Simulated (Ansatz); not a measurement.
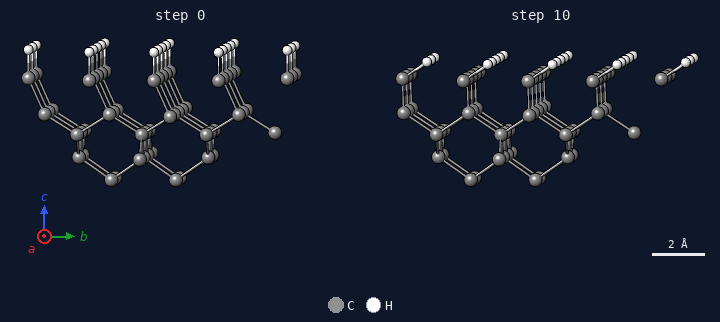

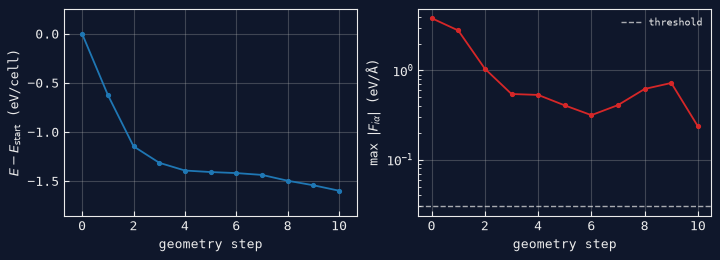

First and last geometry of a constrained relaxation of a slab of composition HC11 (cut from the Fd-3m phase), with the history of the run. A ball-and-stick model of the atoms within 5.8 Å of the atom that moves most (axes of the 3 × 3 repeat of the cell, outlined in the plane, without the vacuum), seen from a free direction.

Case: CH put at a bridge C-C site. The slab is the (1 0 0) face of C with CH on it. 5 atoms are held fixed.

Computed with Ansatz, DFT PBEsol, scalar-relativistic, plane waves, PAW.

Input
```yaml
crystal:
  lattice:
    - [2.5129226041, 0.0, 0.0]
    - [0.0, 2.5129226041, 0.0]
    - [0.0, 0.0, 28.0960707628]
  atoms:
    - { symbol: C, position: [0.0, 0.5, 0.3025334066] }
    - { symbol: C, position: [0.0, 0.0, 0.3341553481] }
    - { symbol: C, position: [0.5, 0.0, 0.3657772896] }
    - { symbol: C, position: [0.5, 0.5, 0.3973992312] }
    - { symbol: C, position: [0.0, 0.5, 0.4290211728] }
    - { symbol: C, position: [0.0, 0.0, 0.4605893679] }
    - { symbol: C, position: [0.5, 0.0, 0.4923580804] }
    - { symbol: C, position: [0.5, 0.5, 0.5235621663] }
    - { symbol: C, position: [0.0, 0.5, 0.5564206527] }
    - { symbol: C, position: [0.0, 0.0, 0.5842982129] }
    - { symbol: C, position: [0.0, 0.75, 0.6341272445], spin: 1.0 }
    - { symbol: H, position: [0.0, 0.75, 0.6732786266] }
basis:
  ecutwfc: 420
kpoints:
  mp_grid: { grid: [11, 11, 1] }
hamiltonian:
  xc: pbesol
scf:
  occupations: { method: gaussian, width: 0.05 }
output:
  forces: true
  eigenvalues: true
  populations: true
magnetization:
  spin_polarized: true
relax:
  adjacent_minimum: "off"
  f_tol: 0.03
  max_steps: 70
  constraints: [{ sites: [0, 1, 2, 3, 4] }]
efield:
  axis: 3
  dipole_correction: true
  ramp_width: 0.04
```

Command:
```bash
ansatz run input.yaml --threads 1 --pin off --max-ram 2560MiB --backend cpu --events-out ev --progress --plain --runs-dir out
```

### Did the run converge, and what did it change?

The run was cut off at its time limit before the relaxation converged, so the last structure is only a point on the way. The atom that moves furthest is H12 (1.57 Å at 72° to the normal (−c side)). By element the largest moves are H 1.57 Å, C 0.55 Å. The cell stays as it was. Near-neighbour distances that change, for instance: C10–C11 1.534 → 1.334 Å, C11–H12 1.100 → 1.145 Å, C9–C10 1.481 → 1.513 Å, C7–C8 1.532 → 1.538 Å. Bond angles that change, for instance: C10–C11–H12 155.8° → 122.3°, C9–C10–C11 97.8° → 121.7°, C9–C10–C11 146.1° → 125.5°. The energy falls by 1.598 eV per cell of the calculation in 10 geometry steps. Largest force component: 3.8 eV/Å at the start, 0.24 eV/Å at the end. The program noted that the starting moments weren't kept. The run took 20 min on 1 thread of Intel(R) Xeon(R) Platinum 8259CL CPU @ 2.50GHz (Skylake/Cascade Lake) (shared host), peak memory 0.65 GiB.

Limits of the set-up: the periodic images lie only 2.5 Å apart, so the values are limited by the cell's size.
